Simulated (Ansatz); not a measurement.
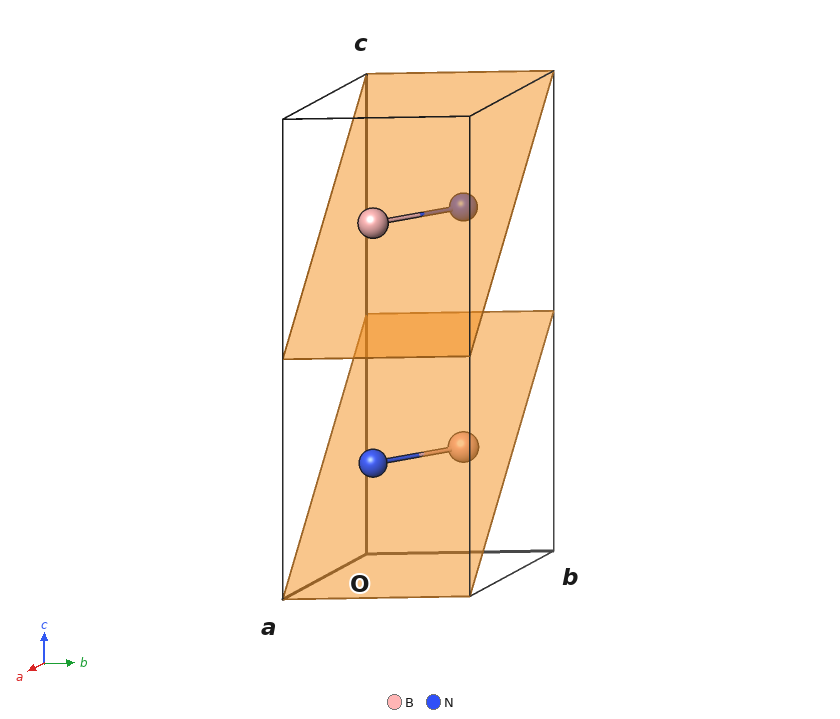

For BN, a calculation's input that goes back to an entry of the Crystallography Open Database (an earlier step may have relaxed or displaced it): every member of one family of equally spaced planes, hx + ky + lz = a whole number, that cuts the unit cell is shaded (one member passes through the origin O, touching the cell only at an edge or corner). Symmetry computed with spglib at a tolerance of 0.002 Å; standard conventional cell.

a = 2.504 Å, b = 2.504 Å, c = 6.661 Å, α = 90.00°, β = 90.00°, γ = 120.00°.

Index the planes.

(1 0 2), in four indices (1 0 −1 2); the opposite sign names the same planes. The member next to the origin meets the axes a at 1, b never, c at 1/2.

What is the spacing?

d = 1.817 Å.

Which atoms of the cell lie in these planes (within 0.03 Å)?

No atom.

The space group is P6_3/mmc (No. 194). How many reflections hkl are equivalent to this one (itself included), and does it occur?

12 reflections are equivalent in the Laue class 6/mmm. The space group allows the reflection.
